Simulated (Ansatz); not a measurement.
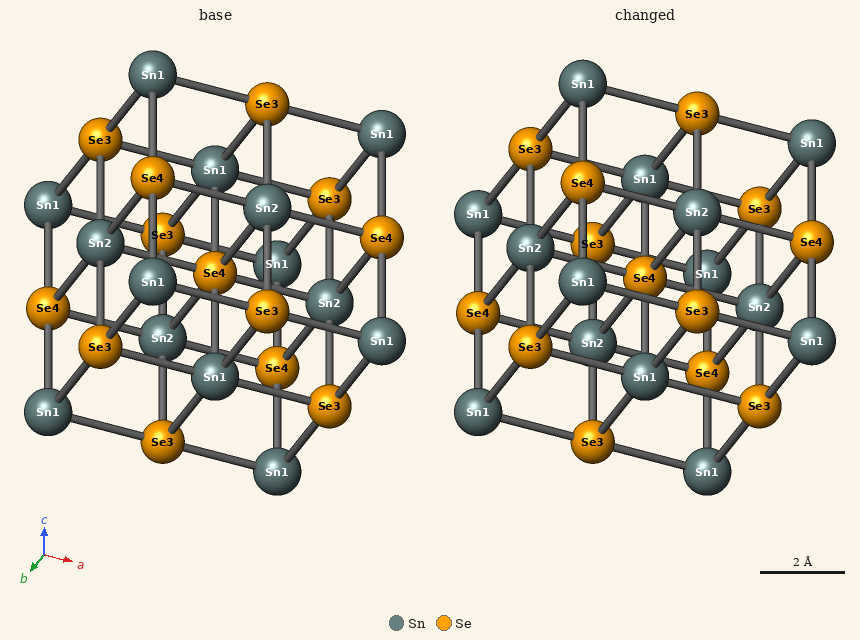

Left: solid SnSe (set up in Fm-3m). Right: the same structure after one change, at the same scale. The picture is a ball-and-stick view of the conventional cell (2 times the calculation's cell), seen from a free direction. Lengths and directions refer to the drawn axes.

These are results of DFT PBE, scalar-relativistic, plane waves, PAW (Ansatz 0.2.0), not measurements. Settings: plane-wave cutoff 420 eV; k-point mesh 8 × 8 × 6; occupations gaussian; smearing width 0.02 eV; no spin polarisation.

What distinguishes the right structure from the left one?

Strain along c alone, −4.5 %, is applied. Symmetry leaves the atoms no freedom, so this is a single point.

What does the change do?

It costs 26.0 meV per atom. Pressure: 0.0 GPa before, 2.7 GPa after. The principal stresses (compression positive) are 7.3 GPa along c and 0.4 GPa across it. All forces vanish by symmetry. Near-neighbour distances before and after: Se–Sn 3.031 → 2.894 to 3.031 Å. The space group (tolerance 0.01 Å) goes from Fm-3m (No. 225) to I4/mmm (No. 139).
